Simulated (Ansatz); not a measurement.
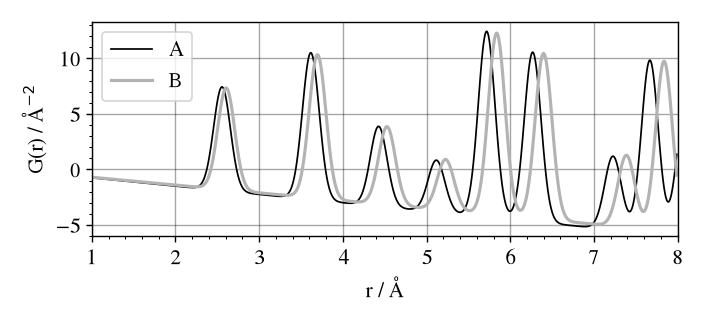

Simulated X-ray pair distribution function, G(r) = R(r)/r − 4πρ₀r, summed over the atomic distances of the structure with each pair weighted by the product of the atomic numbers (X-ray weights at Q = 0); every distance is a Gaussian of σ = 0.10 Å. No termination ripples are included. Both curves are of Mo in space group Pm-3m, for two cells of different size. A: the end point of a relaxation with DFT, LDA (PW92), plane waves (420 eV) with PAW, scalar-relativistic (Ansatz 0.2.0); the starting structure was generated, so it need not be a known form of this composition; B: coordinates from a relaxation with DFT, revPBE, plane waves (420 eV) with PAW, scalar-relativistic in Ansatz 0.2.0; the starting structure was generated, so it need not be a known form of this composition.

### Which cell is the larger, and by how much?

Cell B is larger: the volume of B is 6.7 % above that of A (16.74 and 17.86 Å³ per atom), a mean linear change of 2.2 %. The shortest distance is 2.558 Å in A and 2.614 Å in B.

### Give both cells.

Cell A: a = 2.558 Å, b = 2.558 Å, c = 2.558 Å, α = 90.00°, β = 90.00°, γ = 90.00°
Cell B: a = 2.614 Å, b = 2.614 Å, c = 2.614 Å, α = 90.00°, β = 90.00°, γ = 90.00°
